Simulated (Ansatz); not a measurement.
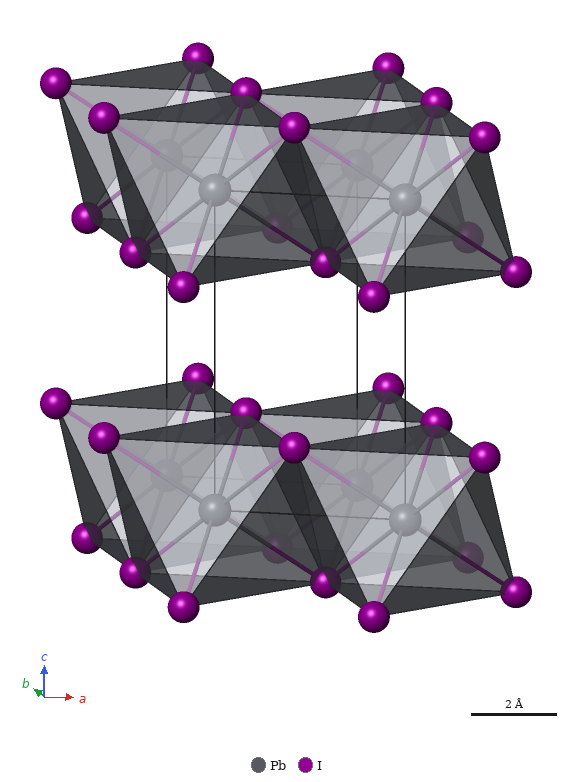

**Figure 1.** The input geometry (polyhedral view of the cell of the calculation, seen slightly off an axis; polyhedra are completed across the faces of the cell).

Run report: PbI2, geometry relaxation

PbI2 (P-3m1, 3 atoms in the cell), computed with DFT PBE, scalar-relativistic, plane waves, PAW, no spin polarisation (Ansatz 0.2.0).

The structure derives from an entry of the Crystallography Open Database.

## Input
```yaml
crystal:
  lattice:
    - [4.677947871, 0.0, 0.0]
    - [-2.3389739355, 4.0512216939, 0.0]
    - [0.0, 0.0, 7.6933195126]
  atoms:
    - { symbol: Pb, position: [0.0, 0.0, 0.0] }
    - { symbol: I, position: [0.3333333333, 0.6666666667, 0.2412178018] }
    - { symbol: I, position: [0.6666666667, 0.3333333333, 0.7587821982] }
basis:
  ecutwfc: 420
kpoints:
  mp_grid: { grid: [9, 9, 4] }
hamiltonian:
  xc: pbe
scf:
  occupations: { method: gaussian, width: 0.02 }
output:
  forces: true
  stress: true
  eigenvalues: true
  write_density: true
  write_potential: true
  elf: true
  volumetric_format: npy
relax:
  adjacent_minimum: "off"
  f_tol: 0.005
  max_steps: 80
  cell: { stress_tol: 0.05 }
```

Run on 2 threads of Arm Neoverse V2, 24 GiB of memory available, shared host.

Run as:
```bash
ansatz run input.yaml --threads 2 --pin off --max-ram 5120MiB --backend cpu --events-out ev --progress --plain --runs-dir out
```

## Log
```
Engine: ansatz 0.2.0, aarch64-unknown-linux-gnu
Pseudopotentials: kind: paw
Pseudopotential: Pb, paw, valence charge 14, recommended cutoff 420 eV (normal), Pb.paw.azcp
Pseudopotential: I, paw, valence charge 17, recommended cutoff 420 eV (normal), I.paw.azcp
Functional definition: PBE
  parameter kappa = 0.804
  parameter beta = 0.06672455060314922
  exchange = pbe_x(kappa = kappa, mu = beta*pi^2/3)
  correlation = pbe_c(beta = beta)
Crystal: 3 atoms, lattice volume = 145.799 Å³
Basis set: ecut = 420 eV, 2839 PW (Γ), exchange–correlation on 64×64×108 points (8 copies of the dense FFT grid, shifted against one another)
Bands: 29, of which v1, the nominal top of the filled ones, is band 24 counted from 1 (23 counted from 0)
Symmetry: 12 space group operations
Space group: P-3m1 (ITA 164), of the structure as read, at distance tolerance 5.3e-5 Å
k-points: 43 of 324
Non-local potential: Pb, projectors of the file, l = 0: 2, l = 1: 2, l = 2: 2, l = 3: 2
Non-local potential: I, projectors of the file, l = 0: 2, l = 1: 2, l = 2: 2, l = 3: 2
PAW form: soft (Blöchl's): semilocal exchange-correlation on the pseudo side does not see the compensation charge
PAW one-centre angular grid: Pb, 590 points (default); XC on 64 Gauss nodes
PAW one-centre angular grid: I, 590 points (default); XC on 64 Gauss nodes
Initial density: superposition of atomic densities (neutral atoms: chi_scale 0, normalization atom), corrected by the library's trained network
Initial wavefunctions: pseudopotential atomic-orbital guess
Functional: x = pbe(κ = 0.804, μ = 0.2195149727645171), c = pbe(β = 0.06672455060314922)
SCF iter   1: F=—  HF=-26934.252545 eV  |F-HF|=—  |Δ(HF+E_count)|=         —  Δρ=6.48e-4  dr2=5.81e-4  ethr=1.77e-3  ⟨swp⟩=9.6  Hψ=6471  notcnv=0
preconditioner: auto → Resta (q_TF=auto, 2.267 Å⁻¹)  ε∞=2.5  [insulator: Δε(μ)=2.422 eV  Ē_g=13.285 eV  σ=0.020 eV  W_gap=1.00  n_scr=34 (ndim 8)  ℏωp=16.3 eV  f_vac=0.220  D(μ)=0.00/eV (n_scr^D=0)  ε∞_Penn≈2.5]
SCF iter   2: F=—  HF=-26934.251184 eV  |F-HF|=—  |Δ(HF+E_count)|=   1.36e-3  Δρ=4.61e-4  dr2=3.24e-4  ethr=1.21e-6  ⟨swp⟩=3.0  Hψ=3252  notcnv=0  defer=43
SCF iter   3: F=—  HF=-26934.251225 eV  |F-HF|=—  |Δ(HF+E_count)|=   4.13e-5  Δρ=2.31e-4  dr2=4.61e-5  ethr=6.74e-7  ⟨swp⟩=3.0  Hψ=2248  notcnv=0  defer=43
SCF iter   4: F=—  HF=-26934.251305 eV  |F-HF|=—  |Δ(HF+E_count)|=   8.01e-5  Δρ=5.49e-5  dr2=4.49e-6  ethr=9.60e-8  ⟨swp⟩=2.0  Hψ=1930  notcnv=0  defer=43
SCF iter   5: F=—  HF=-26934.251321 eV  |F-HF|=—  |Δ(HF+E_count)|=   1.56e-5  Δρ=2.66e-5  dr2=1.22e-6  ethr=9.36e-9  ⟨swp⟩=2.1  Hψ=1742  notcnv=0  defer=43
SCF iter   6: F=-26934.251322 eV  HF=-26934.251322 eV  |F-HF|=4.85e-8  |Δ(HF+E_count)|=   7.22e-7  Δρ=4.51e-6  dr2=2.98e-8  ethr=2.08e-10  ⟨swp⟩=13.5  Hψ=10295  notcnv=0
SCF 1 converged in 6 iterations: F = -26934.251322 eV  dr2 = 2.98e-8
  greatest PAW one-centre occupation: 0.999 electrons in one spin orbital (limit 2), on the I atom at site 2 (counted from 0), in its partial waves of l = 2
relax step   1: F+E_penalty+E_count = -26934.25132155 eV  Δ(F+E_penalty+E_count) = +0.000e0 eV  max|allowed force component| = 4.013e-5 eV/Å  Δτ_max = 0.0000 Å  P = +0.017 GPa  Ω = 145.799 Å³  (6 SCF iters, dr2 threshold 1.00e-7 eV, accepted)
Initial density: handed on by an earlier stage of this run
Initial wavefunctions: pseudopotential atomic-orbital guess (no wavefunctions were taken with the density)
iter 1 solved again at ethr=1.29e-6 eV; its pass at ethr=3.10e-3 eV (dr2=6.19e-4 eV) is discarded
SCF iter   1: F=—  HF=-26934.251326 eV  |F-HF|=—  |Δ(HF+E_count)|=         —  Δρ=4.25e-6  dr2=2.86e-8  ethr=1.29e-6  ⟨swp⟩=3.1  Hψ=9597  notcnv=0
eigensolver tolerance schedule: the retry pair's looser diagonalisation over-reported the residual by 21668.24 of it (diagonalisation noise at an unbounded share of the residual, at the tolerance the schedule requests for it); recorded, not acted on — ethr = c·dr2/N_el stays at c = 1.0e-1
preconditioner: auto → Resta (q_TF=auto, 2.267 Å⁻¹)  ε∞=2.5  [insulator: Δε(μ)=2.429 eV  Ē_g=13.279 eV  σ=0.020 eV  W_gap=1.00  n_scr=34 (ndim 8)  ℏωp=16.3 eV  f_vac=0.220  D(μ)=0.00/eV (n_scr^D=0)  ε∞_Penn≈2.5]
SCF iter   2: F=—  HF=-26934.251322 eV  |F-HF|=—  |Δ(HF+E_count)|=   4.75e-6  Δρ=3.15e-6  dr2=1.58e-8  ethr=5.95e-11  ⟨swp⟩=3.8  Hψ=3136  notcnv=0
SCF iter   3: F=—  HF=-26934.251322 eV  |F-HF|=—  |Δ(HF+E_count)|=   1.87e-8  Δρ=1.21e-6  dr2=3.98e-9  ethr=3.29e-11  ⟨swp⟩=2.0  Hψ=1870  notcnv=0
SCF iter   4: F=—  HF=-26934.251322 eV  |F-HF|=—  |Δ(HF+E_count)|=   1.26e-8  Δρ=4.48e-7  dr2=5.39e-10  ethr=8.30e-12  ⟨swp⟩=2.0  Hψ=1596  notcnv=0
SCF iter   5: F=—  HF=-26934.251322 eV  |F-HF|=—  |Δ(HF+E_count)|=   1.98e-9  Δρ=2.49e-7  dr2=1.56e-10  ethr=1.12e-12  ⟨swp⟩=3.0  Hψ=2876  notcnv=0
SCF iter   6: F=-26934.251322 eV  HF=-26934.251322 eV  |F-HF|=1.46e-11  |Δ(HF+E_count)|=  3.64e-12  Δρ=1.59e-7  dr2=2.50e-11  ethr=1.00e-12  ⟨swp⟩=6.2  Hψ=6343  notcnv=0
SCF 2 converged in 6 iterations: F = -26934.251322 eV  dr2 = 2.50e-11
relax step   2: F+E_penalty+E_count = -26934.25132157 eV  Δ(F+E_penalty+E_count) = -1.625e-8 eV  max|allowed force component| = 3.245e-5 eV/Å  Δτ_max = 0.0000 Å  P = +0.017 GPa  Ω = 145.799 Å³  stress off target by 4.57e-2 GPa  SCF on the basis re-selected at this cell (its energy is not comparable with the rows above)  (6 SCF iters)
```

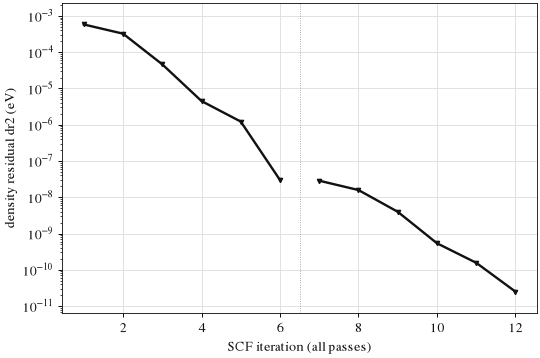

**Figure 2.** Convergence of the self-consistent field: density residual dr2 against the SCF iteration. The dotted lines part the SCF passes of the relaxation: geometry steps, rejected trials and re-solves on a re-selected basis. The passes take 6 and 6 iterations.

```
basis re-selected at this cell: Δ(F+E_penalty+E_count) = -1.625e-8 eV, ΔP = +0.000 GPa vs the last step (what re-selecting the basis moved, of the pressure what is left beyond the Pulay correction that the steps carried, after the strain that the cell walked since its last selection, with what the two solves' SCF thresholds leave and, on support functions, any second-order correction that the steps lacked; it is no measure of the basis error at this ecutwfc). This SCF's stress stands 4.57e-2 GPa from its target on what of the cell is left free (relax.cell.stress_tol is 5.00e-2 GPa) and its largest allowed force component is 3.25e-5 eV/Å (relax.f_tol is 5.00e-3 eV/Å): within both
SCF converged after 6 iterations
Free energy (F): -26934.251322 eV
Harris-Foulkes:  -26934.251322 eV  (|F-HF|=1.46e-11)
Internal energy: -26934.251322 eV  (E = F + TS)
E sigma→0 (E₀):  -26934.251322 eV
Fermi energy:    4.478605 eV
--- Per-component energies (eV) ---
  E_band       = -944.660152
  E_kinetic    = 662.294134
  E_local      = -6177.767123  (includes V_loc(G=0)·N_el)
  E_nonlocal   = 168.036634
  E_hartree    = 2976.765181
  E_xc         = -476.240012
  E_vxc        = -388.347429  (∫ρ·V_xc dr)
  E_paw        = -20034.918322  (= ΣΔE_a)
  E_vpaw       = -1162.406926  (= ΣTr[D̂ρ^β])
  E_aug_tail   = 0.000044  (compensation charges beyond the density's cutoff)
  E_ewald      = -4052.421858
  E_smearing   = -0.000000  (= −TS)
  E_closure    = 0.000000  (closes the sum)
  Σ components = -26934.251322   (vs F -26934.251322, Δ=0.00e0)
--- Forces (eV/Å), atoms counted from 1 ---
  atom   1  Pb    -0.00000000    -0.00000000     0.00000000
  atom   2  I      0.00000000    -0.00000000     0.00003245
  atom   3  I      0.00000000     0.00000000    -0.00003245
  max |Σ_I F_I| component: 6.78e-21 eV/Å
--- Stress (GPa, compression-positive) ---
        0.003276       0.000000      -0.000000
        0.000000       0.003276       0.000000
       -0.000000       0.000000       0.045686
  P = ⅓ Tr σ = 0.0174 GPa (0.174 kbar)
--- Band table (eV; the first three rows and the last of 43) ---
  k-point 0: bands = ["-40.2577", "-40.2577", "-40.2577", "-40.2577", "-40.2549", "-40.2549", "-40.2548", "-40.2548", "-40.2534", "-40.2534", "-12.6515", "-12.6515", "-12.6455", "-12.6375", "-12.6375", "-8.3617", "-7.8309", "-3.2709", "2.5234", "2.5234", "2.5813", "2.6981", "2.7044", "2.7044", "5.8352", "6.7252", "6.7252", "9.3795", "10.9635"]
  k-point 1: bands = ["-40.2577", "-40.2577", "-40.2577", "-40.2577", "-40.2549", "-40.2549", "-40.2548", "-40.2548", "-40.2534", "-40.2534", "-12.6515", "-12.6515", "-12.6456", "-12.6375", "-12.6375", "-8.3403", "-7.8603", "-3.2433", "2.2516", "2.5019", "2.5019", "2.7321", "2.7321", "3.0244", "5.7631", "6.6934", "6.6934", "9.7081", "10.7336"]
  k-point 2: bands = ["-40.2577", "-40.2577", "-40.2576", "-40.2576", "-40.2549", "-40.2549", "-40.2548", "-40.2548", "-40.2534", "-40.2534", "-12.6515", "-12.6515", "-12.6455", "-12.6375", "-12.6375", "-8.3160", "-7.8925", "-3.2155", "2.0897", "2.4847", "2.4847", "2.7556", "2.7556", "3.1842", "5.6931", "6.6623", "6.6623", "10.1798", "10.5798"]
  k-point 42: bands = ["-40.2576", "-40.2576", "-40.2576", "-40.2576", "-40.2550", "-40.2549", "-40.2549", "-40.2549", "-40.2533", "-40.2533", "-12.6658", "-12.6658", "-12.6359", "-12.6340", "-12.6340", "-7.7241", "-7.7241", "-3.8632", "0.9378", "0.9378", "1.2309", "2.6554", "2.6554", "3.2640", "7.0215", "7.0215", "7.6446", "10.5817", "11.0656"]
--- Relaxed structure (1 steps of the walk, 1 accepted, 1 SCFs on fresh bases) ---
  F+E_penalty+E_count = -26934.25132157 eV   max|allowed force component| = 3.245e-5 eV/Å   (the final SCF, on the basis selected at the relaxed cell)
  cell:  # Å, volume = 145.7992 Å³
    - [4.677947871020016, 0.0, 0.0]
    - [-2.338973935510008, 4.051221693882665, 0.0]
    - [0.0, 0.0, 7.6933195126]
  atoms:
    - { symbol: Pb, position: [0.0, 0.0, 0.0] }
    - { symbol: I, position: [0.3333333333333333, 0.6666666666666666, 0.2412178018] }
    - { symbol: I, position: [0.6666666666666666, 0.3333333333333333, 0.7587821982] }
```

## Trajectory as extended XYZ (Å, eV, eV/Å), 2 frames, from step=1 to step=2
```
3
Lattice="4.6779 0.0000 0.0000 -2.3390 4.0512 0.0000 0.0000 0.0000 7.6933" Properties=species:S:1:pos:R:3:forces:R:3 step=1 energy=-26934.25132 pressure_GPa=0.02
Pb    0.0000    0.0000    0.0000    0.0000   0.0000   0.0000
I     0.0000    2.7008    1.8558    0.0000   0.0000   0.0000
I     2.3390    1.3504    5.8376    0.0000   0.0000   0.0000
3
Lattice="4.6779 0.0000 0.0000 -2.3390 4.0512 0.0000 0.0000 0.0000 7.6933" Properties=species:S:1:pos:R:3:forces:R:3 step=2 energy=-26934.25132 pressure_GPa=0.02
Pb    0.0000    0.0000    0.0000    0.0000   0.0000   0.0000
I     0.0000    2.7008    1.8558    0.0000   0.0000   0.0000
I     2.3390    1.3504    5.8376    0.0000   0.0000   0.0000
```

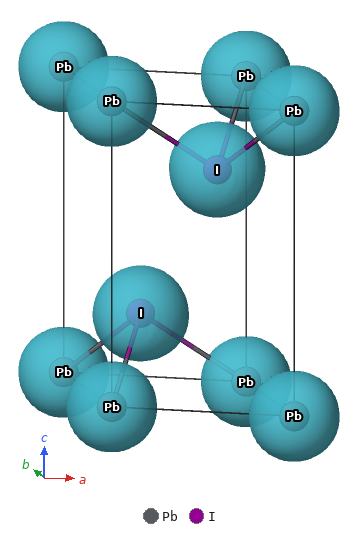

**Figure 3.** Isosurface of the valence charge density (pseudo) at 0.4 e/Å³ (cyan), seen slightly off an axis. Sticks mark near contacts. The outline is the cell set on symmetry axes. At this value the density breaks into separate islands; it holds about 80 % of the electrons treated as valence (semicore included). It is pinched off along the Pb–I (3.28 Å) contacts. On the grid the lowest density along these lines, outside the cores, is 0.18 e/Å³ (Pb–I, 3.28 Å). The fields are those of the smooth PAW valence density.

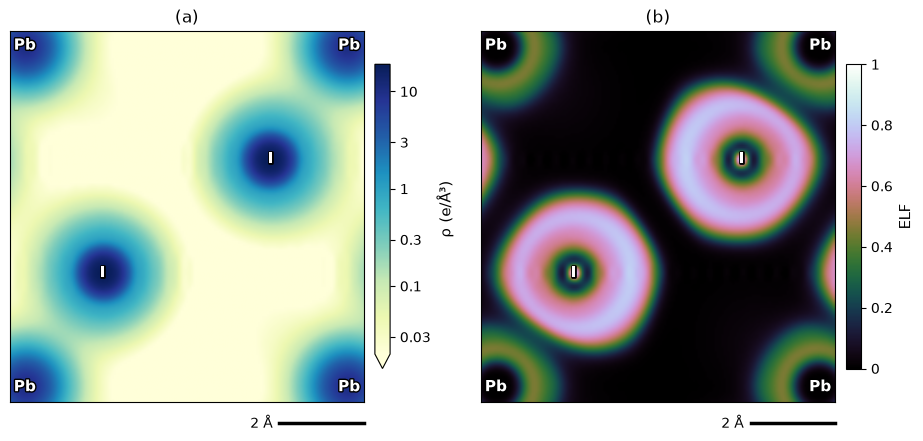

**Figure 4.** (a) valence charge density (pseudo); (b) ELF on the (110) plane of the conventional cell. Pb–I (3.28 Å): ρ at the midpoint is about 0.19 e/Å³; the ELF peaks at about 0.75 in the valence shell of I, 1.2 Å from its nucleus, and drops to about 0.25 between the two atoms. The density dies away to nearly zero in the voids.

## Key numbers

```tsv
quantity	value
outcome	converged
space group (tolerance 0.01 Å)	P-3m1 (164)
electrons treated	48
free energy	−26934.2513 eV
Fermi energy	4.479 eV
gap on the k-point mesh	2.43 eV
pressure	0.02 GPa
final volume	145.80 Å³
largest force (length of the vector) at the end	under 0.001 eV/Å
final cell	a = 4.678 Å, b = 4.678 Å, c = 7.693 Å, α = 90.00°, β = 90.00°, γ = 120.00°
wall time	10 s (CPU time 20 s)
peak memory	0.49 GiB
```

## Notes

Spin–orbit coupling is left out, which matters for Pb.
